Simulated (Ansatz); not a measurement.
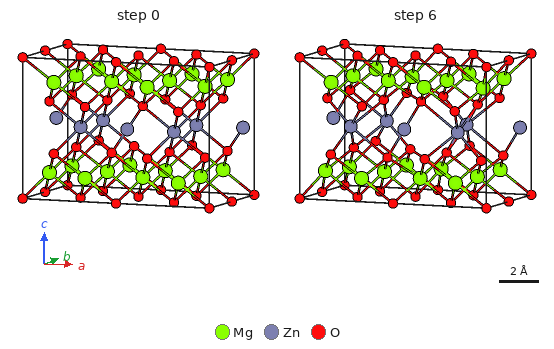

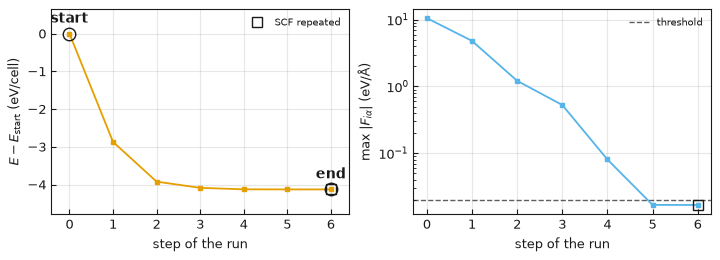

First and last geometry of a relaxation of a defect cell of composition Mg8Zn3O12 (cell charge −2) (started half-way along a vacancy jump, in the symmetry of that start), with the history of the run. A ball-and-stick model of the conventional cell (2 times the calculation's cell) (origin shifted), seen slightly off an axis. Lengths and directions refer to the drawn axes.

Computed with DFT PBEsol, scalar-relativistic, plane waves, PAW (Ansatz).

Input file:
```yaml
crystal:
  lattice:
    - [2.9968604837, -5.1907146209, 0.0]
    - [-5.9937209673, 0.0, 0.0]
    - [0.0, 0.0, -7.30669302]
  atoms:
    - { symbol: Mg, position: [0.1666666667, 0.3333333333, 0.333682578] }
    - { symbol: Mg, position: [0.6666666667, 0.3333333333, 0.333682578] }
    - { symbol: Mg, position: [0.1666666667, 0.8333333333, 0.333682578] }
    - { symbol: Mg, position: [0.6666666667, 0.8333333333, 0.333682578] }
    - { symbol: Mg, position: [0.3333333333, 0.1666666667, 0.666317422] }
    - { symbol: Mg, position: [0.8333333333, 0.1666666667, 0.666317422] }
    - { symbol: Mg, position: [0.3333333333, 0.6666666667, 0.666317422] }
    - { symbol: Mg, position: [0.8333333333, 0.6666666667, 0.666317422] }
    - { symbol: Zn, position: [0.25, 0.0, 1.0] }
    - { symbol: Zn, position: [0.0, 0.5, 1.0] }
    - { symbol: Zn, position: [0.5, 0.5, 1.0] }
    - { symbol: O, position: [0.1666666667, 0.3333333333, 0.8288052119] }
    - { symbol: O, position: [0.6666666667, 0.3333333333, 0.8288052119] }
    - { symbol: O, position: [0.1666666667, 0.8333333333, 0.8288052119] }
    - { symbol: O, position: [0.6666666667, 0.8333333333, 0.8288052119] }
    - { symbol: O, position: [0.3333333333, 0.1666666667, 0.1711947881] }
    - { symbol: O, position: [0.8333333333, 0.1666666667, 0.1711947881] }
    - { symbol: O, position: [0.3333333333, 0.6666666667, 0.1711947881] }
    - { symbol: O, position: [0.8333333333, 0.6666666667, 0.1711947881] }
    - { symbol: O, position: [0.0, 0.5, 0.5] }
    - { symbol: O, position: [0.5, 0.5, 0.5] }
    - { symbol: O, position: [0.0, 1.0, 0.5] }
    - { symbol: O, position: [0.5, 1.0, 0.5] }
total_charge: -2
basis:
  ecutwfc: 420
kpoints:
  mp_grid: { grid: [6, 6, 4] }
hamiltonian:
  xc: pbesol
scf:
  occupations: { method: gaussian, width: 0.05 }
output:
  forces: true
  stress: true
  eigenvalues: true
  write_density: true
  write_potential: true
  elf: true
  volumetric_format: npy
relax:
  adjacent_minimum: "off"
  f_tol: 0.02
  max_steps: 60
  escape_saddle: false
```

Command:
```bash
ansatz run input.yaml --threads 4 --pin off --max-ram 9216MiB --backend cpu --events-out ev --progress --plain --runs-dir out
```

What do the curves and the structures tell?

It converged. Over 5 accepted moves (6 points after the start) the energy falls by 4.128 eV per cell of the calculation. Largest force component: 11 eV/Å at the start, 0.017 eV/Å at the end. 1 step only repeated the SCF at the same geometry. The largest moves, 0.38 Å, are those of Zn10 and Zn11. Zn11 goes along −a. By element the largest moves are Zn 0.38 Å, O 0.25 Å, Mg 0.11 Å. The lattice vectors keep their values. Among the contacts that change: Zn10–O14 2.135 → 2.536 Å, Zn9–O14 1.521 → 1.762 Å, Zn10–O17 2.135 → 1.912 Å, Zn10–O18 2.135 → 2.295 Å. Among the angles between lasting bonds that change: O12–Zn11–O19 180.0° → 160.8°, Mg6–O15–Zn11 178.6° → 161.2°, O15–Zn11–O18 90.9° → 107.8°.

Limits of the set-up: the periodic images lie only 6.0 Å apart, so the values are limited by the cell's size; the cell is charged, on a uniform background, and energies carry no finite-size correction.
